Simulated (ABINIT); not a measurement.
Geometry relaxation of WC (part 2 of 2)

The same run, continued: WC (Fm-3m, 2 atoms in the cell); Kohn-Sham DFT of a periodic cell, PBEsol, PseudoDojo NC SR PBEsol v0.4.1 standard, no spin polarisation (ABINIT 10.8.3); cutoff 1115.67 eV, 8×8×8 k-mesh, fermi-dirac of 0.05 eV. The structure derives from a Materials Project entry.

Geometry of the input (Å; fractional positions):
```
0.0000  2.1927  2.1927
2.1927  0.0000  2.1927
2.1927  2.1927  0.0000
W  0.0000  0.0000  0.0000
C  0.5000  0.5000  0.5000
```

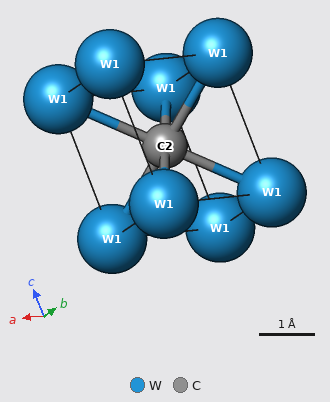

*The geometry at step 2 of the log (ball-and-stick view of the cell of the calculation, seen at an oblique angle; atoms are numbered from 1 in the order of the input).*

**Output, continued**
```
 Cartesian coordinates (xcart) [bohr]
  0.00000000000000E+00  0.00000000000000E+00  0.00000000000000E+00
  4.10446717057190E+00  4.10446717057190E+00  4.10446717057190E+00
 Reduced coordinates (xred)
  0.00000000000000E+00  0.00000000000000E+00  0.00000000000000E+00
  5.00000000000000E-01  5.00000000000000E-01  5.00000000000000E-01
 Cartesian forces (fcart) [Ha/bohr]; max,rms= 0.00000E+00 0.00000E+00 (free atoms)
 -0.00000000000000E+00 -0.00000000000000E+00 -0.00000000000000E+00
 -0.00000000000000E+00 -0.00000000000000E+00 -0.00000000000000E+00
 Gradient of E wrt nuclear positions in reduced coordinates (gred)
  0.00000000000000E+00  0.00000000000000E+00  0.00000000000000E+00
  0.00000000000000E+00  0.00000000000000E+00  0.00000000000000E+00
 Scale of Primitive Cell (acell) [bohr]
  5.80459313893791E+00  5.80459313893791E+00  5.80459313893791E+00
 Real space primitive translations (rprimd) [bohr]
  0.00000000000000E+00  4.10446717057190E+00  4.10446717057190E+00
  4.10446717057190E+00  0.00000000000000E+00  4.10446717057190E+00
  4.10446717057190E+00  4.10446717057190E+00  0.00000000000000E+00
 Unitary Cell Volume (ucvol) [Bohr^3]=  1.38293049910250E+02
 Angles (23,13,12)= [degrees]
  6.00000000000000E+01  6.00000000000000E+01  6.00000000000000E+01
 Lengths [Bohr]
  5.80459313893791E+00  5.80459313893791E+00  5.80459313893791E+00
 Stress tensor in cartesian coordinates (strten) [Ha/bohr^3]
 -4.29373574404885E-05  0.00000000000000E+00  0.00000000000000E+00
  0.00000000000000E+00 -4.29373574404920E-05  0.00000000000000E+00
  0.00000000000000E+00  0.00000000000000E+00 -4.29373574405006E-05
 Total energy (etotal) [Ha]= -8.18203525914296E+01

 Difference of energy with previous step (new-old):
           Absolute (Ha)=-5.60611E-04
           Relative     =-6.85175E-06

--- Iteration: ( 3/50) Internal Cycle: (1/1)
--------------------------------------------------------------------------------

---SELF-CONSISTENT-FIELD CONVERGENCE--------------------------------------------

--- !BeginCycle
iteration_state: {dtset: 1, itime: 3, icycle: 1, }
solver: {iscf: 7, nstep: 80, nline: 4, wfoptalg: 0, }
tolerances: {tolvrs: 1.00E-12, }
...

     iter   Etot(hartree)      deltaE(h)  residm     vres2
 ETOT  1  -81.820292161515    -8.182E+01 1.056E-05 6.359E-01
 ETOT  2  -81.820249159284     4.300E-05 4.934E-06 8.881E-01
 ETOT  3  -81.820360136675    -1.110E-04 3.317E-06 1.398E-02
 ETOT  4  -81.820362083018    -1.946E-06 4.391E-06 5.350E-05
 ETOT  5  -81.820362089613    -6.595E-09 8.172E-07 6.913E-08
 ETOT  6  -81.820362089619    -6.608E-12 2.125E-06 2.161E-10
 ETOT  7  -81.820362089618     1.350E-12 5.465E-07 1.818E-13

 At SCF step    7       vres2   =  1.82E-13 < tolvrs=  1.00E-12 =>converged.

 Cartesian components of stress tensor (hartree/bohr^3)
  sigma(1 1)=  1.80513614E-06  sigma(3 2)=  0.00000000E+00
  sigma(2 2)=  1.80513614E-06  sigma(3 1)=  0.00000000E+00
  sigma(3 3)=  1.80513614E-06  sigma(2 1)=  0.00000000E+00

--- !ResultsGS
iteration_state: {dtset: 1, itime: 3, icycle: 1, }
comment   : Summary of ground state results
lattice_vectors:
- [  0.0000000,   4.1090473,   4.1090473, ]
- [  4.1090473,   0.0000000,   4.1090473, ]
- [  4.1090473,   4.1090473,   0.0000000, ]
lattice_lengths: [   5.81107,    5.81107,    5.81107, ]
lattice_angles: [ 60.000,  60.000,  60.000, ] # degrees, (23, 13, 12)
lattice_volume:   1.3875653E+02
convergence: {deltae:  1.350E-12, res2:  1.818E-13, residm:  5.465E-07, diffor: null, }
etotal    :  -8.18203621E+01
entropy   :   0.00000000E+00
fermie    :   7.06278589E-01
cartesian_stress_tensor: # hartree/bohr^3
- [  1.80513614E-06,   0.00000000E+00,   0.00000000E+00, ]
- [  0.00000000E+00,   1.80513614E-06,   0.00000000E+00, ]
- [  0.00000000E+00,   0.00000000E+00,   1.80513614E-06, ]
pressure_GPa:  -5.3109E-02
xred      :
- [  0.0000E+00,   0.0000E+00,   0.0000E+00,  W]
- [  5.0000E-01,   5.0000E-01,   5.0000E-01,  C]
cartesian_forces: # hartree/bohr
- [ -0.00000000E+00,  -0.00000000E+00,  -0.00000000E+00, ]
- [ -0.00000000E+00,  -0.00000000E+00,  -0.00000000E+00, ]
force_length_stats: {min:   0.00000000E+00, max:   0.00000000E+00, mean:   0.00000000E+00, }
...

 Integrated electronic density in atomic spheres:
 ------------------------------------------------
 Atom  Sphere_radius  Integrated_density
    1        2.00000         10.21836109
    2        2.00000          4.17552269

---OUTPUT-----------------------------------------------------------------------

 Cartesian coordinates (xcart) [bohr]
  0.00000000000000E+00  0.00000000000000E+00  0.00000000000000E+00
  4.10904729268354E+00  4.10904729268354E+00  4.10904729268354E+00
 Reduced coordinates (xred)
  0.00000000000000E+00  0.00000000000000E+00  0.00000000000000E+00
  5.00000000000000E-01  5.00000000000000E-01  5.00000000000000E-01
 Cartesian forces (fcart) [Ha/bohr]; max,rms= 0.00000E+00 0.00000E+00 (free atoms)
 -0.00000000000000E+00 -0.00000000000000E+00 -0.00000000000000E+00
 -0.00000000000000E+00 -0.00000000000000E+00 -0.00000000000000E+00
 Gradient of E wrt nuclear positions in reduced coordinates (gred)
  0.00000000000000E+00  0.00000000000000E+00  0.00000000000000E+00
  0.00000000000000E+00  0.00000000000000E+00  0.00000000000000E+00
 Scale of Primitive Cell (acell) [bohr]
  5.81107040974551E+00  5.81107040974551E+00  5.81107040974551E+00
 Real space primitive translations (rprimd) [bohr]
  0.00000000000000E+00  4.10904729268354E+00  4.10904729268354E+00
  4.10904729268354E+00  0.00000000000000E+00  4.10904729268354E+00
  4.10904729268354E+00  4.10904729268354E+00  0.00000000000000E+00
 Unitary Cell Volume (ucvol) [Bohr^3]=  1.38756525017387E+02
 Angles (23,13,12)= [degrees]
  6.00000000000000E+01  6.00000000000000E+01  6.00000000000000E+01
 Lengths [Bohr]
  5.81107040974550E+00  5.81107040974550E+00  5.81107040974550E+00
 Stress tensor in cartesian coordinates (strten) [Ha/bohr^3]
  1.80513614314072E-06  0.00000000000000E+00  0.00000000000000E+00
  0.00000000000000E+00  1.80513614313725E-06  0.00000000000000E+00
  0.00000000000000E+00  0.00000000000000E+00  1.80513614313205E-06
 Total energy (etotal) [Ha]= -8.18203620896181E+01

 Difference of energy with previous step (new-old):
           Absolute (Ha)=-9.49819E-06
           Relative     =-1.16086E-07

--- Iteration: ( 4/50) Internal Cycle: (1/1)
--------------------------------------------------------------------------------

---SELF-CONSISTENT-FIELD CONVERGENCE--------------------------------------------

--- !BeginCycle
iteration_state: {dtset: 1, itime: 4, icycle: 1, }
solver: {iscf: 7, nstep: 80, nline: 4, wfoptalg: 0, }
tolerances: {tolvrs: 1.00E-12, }
...

     iter   Etot(hartree)      deltaE(h)  residm     vres2
 ETOT  1  -81.820361991680    -8.182E+01 3.288E-07 1.044E-03
 ETOT  2  -81.820361919087     7.259E-08 1.898E-07 1.473E-03
 ETOT  3  -81.820362103433    -1.843E-07 4.056E-07 2.331E-05
 ETOT  4  -81.820362106676    -3.243E-09 1.193E-07 7.483E-08
 ETOT  5  -81.820362106684    -7.972E-12 2.388E-07 1.295E-10
 ETOT  6  -81.820362106685    -6.821E-13 7.086E-08 5.051E-13

 At SCF step    6       vres2   =  5.05E-13 < tolvrs=  1.00E-12 =>converged.

 Cartesian components of stress tensor (hartree/bohr^3)
  sigma(1 1)=  8.67416836E-09  sigma(3 2)=  0.00000000E+00
  sigma(2 2)=  8.67416837E-09  sigma(3 1)=  0.00000000E+00
  sigma(3 3)=  8.67416837E-09  sigma(2 1)=  0.00000000E+00

--- !ResultsGS
iteration_state: {dtset: 1, itime: 4, icycle: 1, }
comment   : Summary of ground state results
lattice_vectors:
- [  0.0000000,   4.1088619,   4.1088619, ]
- [  4.1088619,   0.0000000,   4.1088619, ]
- [  4.1088619,   4.1088619,   0.0000000, ]
lattice_lengths: [   5.81081,    5.81081,    5.81081, ]
lattice_angles: [ 60.000,  60.000,  60.000, ] # degrees, (23, 13, 12)
lattice_volume:   1.3873775E+02
convergence: {deltae: -6.821E-13, res2:  5.051E-13, residm:  7.086E-08, diffor: null, }
etotal    :  -8.18203621E+01
entropy   :   0.00000000E+00
fermie    :   7.06388242E-01
cartesian_stress_tensor: # hartree/bohr^3
- [  8.67416836E-09,   0.00000000E+00,   0.00000000E+00, ]
- [  0.00000000E+00,   8.67416837E-09,   0.00000000E+00, ]
- [  0.00000000E+00,   0.00000000E+00,   8.67416837E-09, ]
pressure_GPa:  -2.5520E-04
xred      :
- [  0.0000E+00,   0.0000E+00,   0.0000E+00,  W]
- [  5.0000E-01,   5.0000E-01,   5.0000E-01,  C]
cartesian_forces: # hartree/bohr
- [ -0.00000000E+00,  -0.00000000E+00,  -0.00000000E+00, ]
- [ -0.00000000E+00,  -0.00000000E+00,  -0.00000000E+00, ]
force_length_stats: {min:   0.00000000E+00, max:   0.00000000E+00, mean:   0.00000000E+00, }
...

 Integrated electronic density in atomic spheres:
 ------------------------------------------------
 Atom  Sphere_radius  Integrated_density
    1        2.00000         10.21812683
    2        2.00000          4.17551169

---OUTPUT-----------------------------------------------------------------------

 Cartesian coordinates (xcart) [bohr]
  0.00000000000000E+00  0.00000000000000E+00  0.00000000000000E+00
  4.10886191340963E+00  4.10886191340963E+00  4.10886191340963E+00
 Reduced coordinates (xred)
  0.00000000000000E+00  0.00000000000000E+00  0.00000000000000E+00
  5.00000000000000E-01  5.00000000000000E-01  5.00000000000000E-01
 Cartesian forces (fcart) [Ha/bohr]; max,rms= 0.00000E+00 0.00000E+00 (free atoms)
 -0.00000000000000E+00 -0.00000000000000E+00 -0.00000000000000E+00
 -0.00000000000000E+00 -0.00000000000000E+00 -0.00000000000000E+00
 Gradient of E wrt nuclear positions in reduced coordinates (gred)
  0.00000000000000E+00  0.00000000000000E+00  0.00000000000000E+00
  0.00000000000000E+00  0.00000000000000E+00  0.00000000000000E+00
 Scale of Primitive Cell (acell) [bohr]
  5.81080824386217E+00  5.81080824386217E+00  5.81080824386217E+00
 Real space primitive translations (rprimd) [bohr]
  0.00000000000000E+00  4.10886191340963E+00  4.10886191340963E+00
  4.10886191340963E+00  0.00000000000000E+00  4.10886191340963E+00
  4.10886191340963E+00  4.10886191340963E+00  0.00000000000000E+00
 Unitary Cell Volume (ucvol) [Bohr^3]=  1.38737745902738E+02
 Angles (23,13,12)= [degrees]
  6.00000000000000E+01  6.00000000000000E+01  6.00000000000000E+01
 Lengths [Bohr]
  5.81080824386217E+00  5.81080824386217E+00  5.81080824386217E+00
 Stress tensor in cartesian coordinates (strten) [Ha/bohr^3]
  8.67416836448920E-09  0.00000000000000E+00  0.00000000000000E+00
  0.00000000000000E+00  8.67416836969337E-09  0.00000000000000E+00
  0.00000000000000E+00  0.00000000000000E+00  8.67416837316282E-09
 Total energy (etotal) [Ha]= -8.18203621066847E+01

 Difference of energy with previous step (new-old):
           Absolute (Ha)=-1.70667E-08
           Relative     =-2.08587E-10

 At Broyd/MD step   4, gradients are converged :
  max grad (force/stress) = 8.6742E-07 < tolmxf= 2.0000E-05 ha/bohr (free atoms)

================================================================================

 ----iterations are completed or convergence reached----

 Mean square residual over all n,k,spin=   18.798E-11; max=  70.856E-09
 reduced coordinates (array xred) for    2 atoms
       0.000000000000      0.000000000000      0.000000000000
       0.500000000000      0.500000000000      0.500000000000
 rms dE/dt=  0.0000E+00; max dE/dt=  0.0000E+00; dE/dt below (all hartree)
    1       0.000000000000      0.000000000000      0.000000000000
    2       0.000000000000      0.000000000000      0.000000000000

 cartesian coordinates (angstrom) at end:
    1      0.00000000000000     0.00000000000000     0.00000000000000
    2      2.17431608584859     2.17431608584859     2.17431608584859

 cartesian forces (hartree/bohr) at end:
    1     -0.00000000000000    -0.00000000000000    -0.00000000000000
    2     -0.00000000000000    -0.00000000000000    -0.00000000000000
 frms,max,avg= 0.0000000E+00 0.0000000E+00   0.000E+00  0.000E+00  0.000E+00 h/b

 cartesian forces (eV/Angstrom) at end:
    1     -0.00000000000000    -0.00000000000000    -0.00000000000000
    2     -0.00000000000000    -0.00000000000000    -0.00000000000000
 frms,max,avg= 0.0000000E+00 0.0000000E+00   0.000E+00  0.000E+00  0.000E+00 e/A
 length scales=  5.810808243862  5.810808243862  5.810808243862 bohr
              =  3.074947297493  3.074947297493  3.074947297493 angstroms
 Fermi (or HOMO) energy (hartree) =   0.70639   Average Vxc (hartree)=  -0.52879
 Eigenvalues (hartree) for nkpt=  29  k points:
 kpt#   1, nband= 13, wtk=  0.00195, kpt=  0.0000  0.0000  0.0000 (reduced coord)
  -2.06848   -0.74505   -0.74505   -0.74505    0.11313    0.59674    0.59674    0.59674
   0.66207    0.66207    0.66207    0.66526    0.66526
      occupation numbers for kpt#   1
   2.00000    2.00000    2.00000    2.00000    2.00000    2.00000    2.00000    2.00000
   2.00000    2.00000    2.00000    2.00000    2.00000
 prteigrs : prtvol=0 or 1, do not print more k-points.

--- !EnergyTerms
iteration_state     : {dtset: 1, itime: 4, icycle: 1, }
comment             : Components of total free energy in Hartree
kinetic             :  2.44875158024677E+01
hartree             :  8.39458298616986E+00
xc                  : -1.86362446200401E+01
Ewald energy        : -6.65659290742128E+01
psp_core            :  2.05805366399841E+00
local_psp           : -4.39620921370739E+01
non_local_psp       :  1.24042224268981E+01
internal            : -8.18198909517927E+01
'-kT*entropy'       : -4.71154891981659E-04
total_energy        : -8.18203621066847E+01
total_energy_eV     : -2.22644547607103E+03
band_energy         : -4.08469136809544E+00
...

 Cartesian components of stress tensor (hartree/bohr^3)
  sigma(1 1)=  8.67416836E-09  sigma(3 2)=  0.00000000E+00
  sigma(2 2)=  8.67416837E-09  sigma(3 1)=  0.00000000E+00
  sigma(3 3)=  8.67416837E-09  sigma(2 1)=  0.00000000E+00

-Cartesian components of stress tensor (GPa)         [Pressure= -2.5520E-04 GPa]
- sigma(1 1)=  2.55202844E-04  sigma(3 2)=  0.00000000E+00
- sigma(2 2)=  2.55202844E-04  sigma(3 1)=  0.00000000E+00
- sigma(3 3)=  2.55202844E-04  sigma(2 1)=  0.00000000E+00

== END DATASET(S) ==============================================================
================================================================================

 -outvars: echo values of variables after computation  --------
            acell      5.8108082439E+00  5.8108082439E+00  5.8108082439E+00 Bohr
           etotal     -8.1820362107E+01
            fcart     -0.0000000000E+00 -0.0000000000E+00 -0.0000000000E+00
                      -0.0000000000E+00 -0.0000000000E+00 -0.0000000000E+00
            rprim      0.0000000000E+00  7.0710678119E-01  7.0710678119E-01
                       7.0710678119E-01  0.0000000000E+00  7.0710678119E-01
                       7.0710678119E-01  7.0710678119E-01  0.0000000000E+00
           strten      8.6741683645E-09  8.6741683697E-09  8.6741683732E-09
                       0.0000000000E+00  0.0000000000E+00  0.0000000000E+00
           xangst      0.0000000000E+00  0.0000000000E+00  0.0000000000E+00
                       2.1743160858E+00  2.1743160858E+00  2.1743160858E+00
             xred      0.0000000000E+00  0.0000000000E+00  0.0000000000E+00
                       5.0000000000E-01  5.0000000000E-01  5.0000000000E-01
 Calculation completed.
```

**Trajectory as extended XYZ (Å, eV, eV/Å), 4 frames, from step=0 to step=3**
```
2
Lattice="0.0000 2.1927 2.1927 2.1927 0.0000 2.1927 2.1927 2.1927 0.0000" Properties=species:S:1:pos:R:3:forces:R:3 step=0 energy=-2226.42996
W     0.0000    0.0000    0.0000    0.0000   0.0000   0.0000
C     2.1927    2.1927    2.1927    0.0000   0.0000   0.0000
2
Lattice="0.0000 2.1720 2.1720 2.1720 0.0000 2.1720 2.1720 2.1720 0.0000" Properties=species:S:1:pos:R:3:forces:R:3 step=1 energy=-2226.44522
W     0.0000    0.0000    0.0000    0.0000   0.0000   0.0000
C     2.1720    2.1720    2.1720    0.0000   0.0000   0.0000
2
Lattice="0.0000 2.1744 2.1744 2.1744 0.0000 2.1744 2.1744 2.1744 0.0000" Properties=species:S:1:pos:R:3:forces:R:3 step=2 energy=-2226.44548
W     0.0000    0.0000    0.0000    0.0000   0.0000   0.0000
C     2.1744    2.1744    2.1744    0.0000   0.0000   0.0000
2
Lattice="0.0000 2.1743 2.1743 2.1743 0.0000 2.1743 2.1743 2.1743 0.0000" Properties=species:S:1:pos:R:3:forces:R:3 step=3 energy=-2226.44548
W     0.0000    0.0000    0.0000    0.0000   0.0000   0.0000
C     2.1743    2.1743    2.1743    0.0000   0.0000   0.0000
```

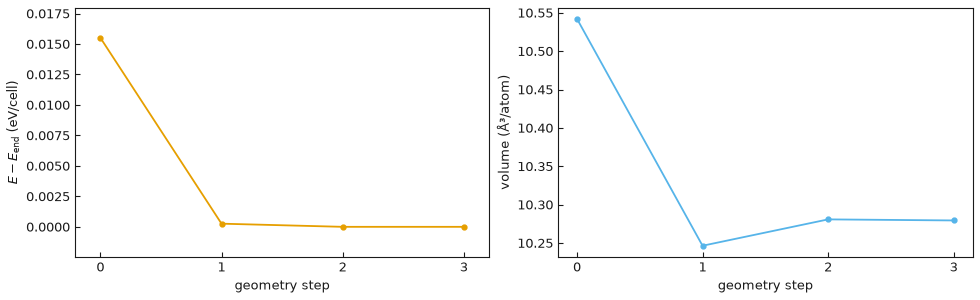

*Progress of the relaxation, step by step (steps are counted from 0).*

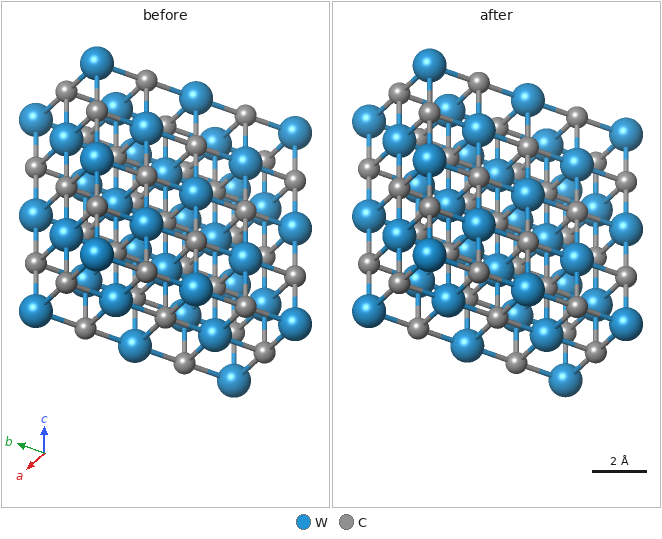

*Before (left) and after (right) the relaxation, at one scale (ball-and-stick view of the cell 4 times as large as that of the calculation, set on its symmetry axes, repeated 1 × 2 × 2, seen at an oblique angle).*

Over 3 geometry steps the energy falls by 15.5 meV per cell of the calculation. All forces vanish by symmetry, so only the cell relaxes. The atoms keep their places relative to the cell (all moves are under 0.005 Å). Cell: a = b = c 4.385 → 4.349 Å (−0.8 %). Volume −2.5 %. Among the contacts that change: W1–C2 2.193 → 2.174 Å. The space group stays Fm-3m (No. 225). (Atoms are counted from 1 in the order of the input.)

**Summary**

| quantity | value |
| --- | --- |
| outcome | converged |
| space group (tolerance 0.01 Å) | Fm-3m (225) |
| electrons treated | 18 |
| free energy | −2226.4455 eV |
| Fermi energy | 19.222 eV |
| gap on the k-point mesh | none (metallic) |
| pressure | 0.00 GPa |
| final volume | 20.56 Å³ |
| largest force (length of the vector) at the end | under 0.001 eV/Å |
| final cell | a = 3.075 Å, b = 3.075 Å, c = 3.075 Å, α = 60.00°, β = 60.00°, γ = 60.00° |
| wall time | 30 s (CPU time 2 min) |
| peak memory | 0.32 GiB |

**Notes**

Spin–orbit coupling is left out, which matters for W.
